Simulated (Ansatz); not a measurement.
Sn₇O₁₆ (cell with a defect)

Input

```
crystal:
  lattice:
    - [-4.7689689531, 4.7689689531, 0.0]
    - [4.7689689531, 4.7689689531, 0.0]
    - [0.0, -4.7689689531, -6.4241368598]
  atoms:
    - { symbol: Sn, position: [0.0, 0.0, 0.0] }
    - { symbol: Sn, position: [0.75, 0.75, 0.5] }
    - { symbol: Sn, position: [0.5, 0.5, 0.0] }
    - { symbol: Sn, position: [0.125, 0.625, 0.25] }
    - { symbol: Sn, position: [0.875, 0.375, 0.75] }
    - { symbol: Sn, position: [0.625, 0.125, 0.25] }
    - { symbol: Sn, position: [0.375, 0.875, 0.75] }
    - { symbol: O, position: [0.25, 0.5562765043, 0.5] }
    - { symbol: O, position: [0.0, 0.3062765043, 0.0] }
    - { symbol: O, position: [0.75, 0.0562765043, 0.5] }
    - { symbol: O, position: [0.5, 0.8062765043, 0.0] }
    - { symbol: O, position: [0.4312765043, 0.625, 0.25] }
    - { symbol: O, position: [0.1812765043, 0.375, 0.75] }
    - { symbol: O, position: [0.9312765043, 0.125, 0.25] }
    - { symbol: O, position: [0.6812765043, 0.875, 0.75] }
    - { symbol: O, position: [0.25, 0.9437234957, 0.5] }
    - { symbol: O, position: [0.0, 0.6937234957, 0.0] }
    - { symbol: O, position: [0.75, 0.4437234957, 0.5] }
    - { symbol: O, position: [0.5, 0.1937234957, 0.0] }
    - { symbol: O, position: [0.8187234957, 0.625, 0.25] }
    - { symbol: O, position: [0.5687234957, 0.375, 0.75] }
    - { symbol: O, position: [0.3187234957, 0.125, 0.25] }
    - { symbol: O, position: [0.0687234957, 0.875, 0.75] }
basis:
  ecutwfc: 420
kpoints:
  mp_grid: { grid: [4, 4, 4] }
hamiltonian:
  xc: pbesol
scf:
  occupations: { method: gaussian, width: 0.05 }
output:
  forces: true
  stress: true
  eigenvalues: true
  write_density: true
  write_potential: true
  elf: true
  volumetric_format: npy
relax:
  adjacent_minimum: "off"
  f_tol: 0.02
  max_steps: 50
```

Launched as:

```sh
ansatz run input.yaml --threads 4 --pin off --max-ram 9216MiB --backend cpu --events-out ev --progress --plain --runs-dir out
```

The fields are those of the relaxed geometry.

Level of theory: DFT PBEsol, scalar-relativistic, plane waves, PAW (Ansatz).

In a PAW calculation such maps are meaningful between the atoms, not at the nuclei.

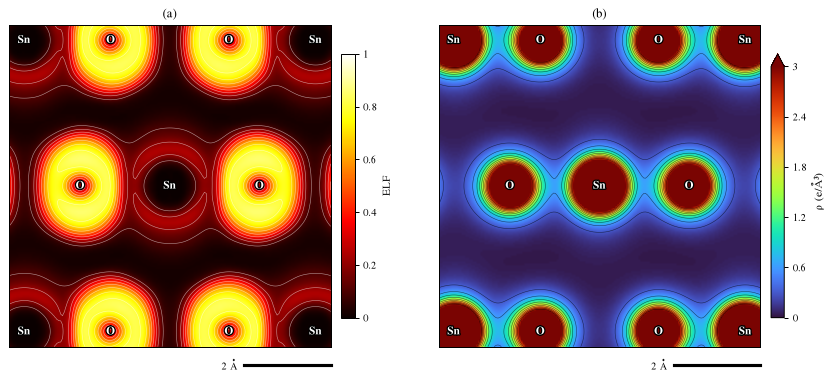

Figure 1. (a) electron localisation function; (b) valence charge density (pseudo) on the (001) plane of the calculation cell.

### Interpret the plot.

- The plane passes through Sn and O nuclei.
- Sn–O (2.01 Å): ρ at the midpoint is about 0.75 e/Å³; the ELF peaks at about 0.80 in the valence shell of O, 0.6 Å from its nucleus, and is about 0.25 at the midpoint: no shared electron pair shows on this line.
- Sn–O (2.08 Å): ρ at the midpoint is about 0.64 e/Å³; the ELF peaks at about 0.85 in the valence shell of O, 0.6 Å from its nucleus, and is about 0.25 at the midpoint: no localised pair shows between them.
- Between the atoms the lowest density in this plane is 0.03 e/Å³.
- The ELF also peaks beside O, away from the bonds: lone-pair regions.

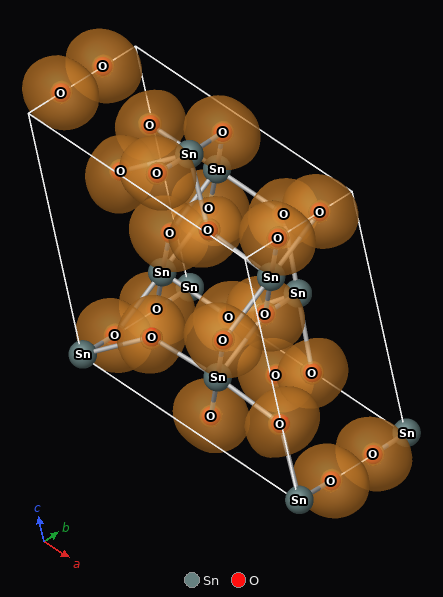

Figure 2. Isosurface of the ELF at 0.6 (orange), seen slightly off an axis. Core shells and regions of very low density are left out. Sticks mark near contacts.

### Identify the bonds, lone pairs and shells in this picture.

The surface consists of 16 regions wrapped around O (the valence shell of each), counted in one cell of 23 atoms. Regions shared between cells count once.


 Sn–O (2.05 Å): the ELF peaks at about 0.80 in the valence shell of O, 0.6 Å from its nucleus, and is about 0.25 at the midpoint (no localised pair shows between them).

### Does the calculation make it a metal, or give it a gap?

It is gapless in this calculation (a metal or semimetal).
